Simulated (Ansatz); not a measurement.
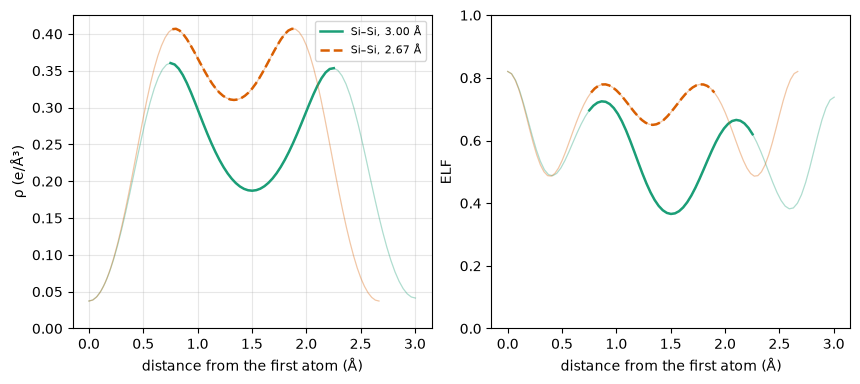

Si. Valence charge density (pseudo) and electron localisation function along straight lines between neighbouring atoms. Thin, pale parts lie inside the atomic spheres.

Space group P6/mmm; set up as Si, omega (AlB2-type); a generated structure, not necessarily the stable one; changed on purpose from its base cell (volume × 1.12); computed pressure about −8 GPa in this cell.

All numbers below come from DFT, revPBE, plane waves (420 eV) with PAW, scalar-relativistic (Ansatz 0.2.0).

Core electrons are frozen (PAW), and the valence fields are smoothed inside the atomic spheres.

Q: What can be read from the curves?

A: Si–Si (3.00 Å): the density is about 0.19 e/Å³ at the midpoint; the ELF peaks at about 0.70 in the valence shell of Si, 0.9 Å from its nucleus, and drops to about 0.35 between the two atoms.
Si–Si (2.67 Å): ρ is about 0.31 e/Å³ halfway; the ELF peaks at about 0.80 between the atoms.
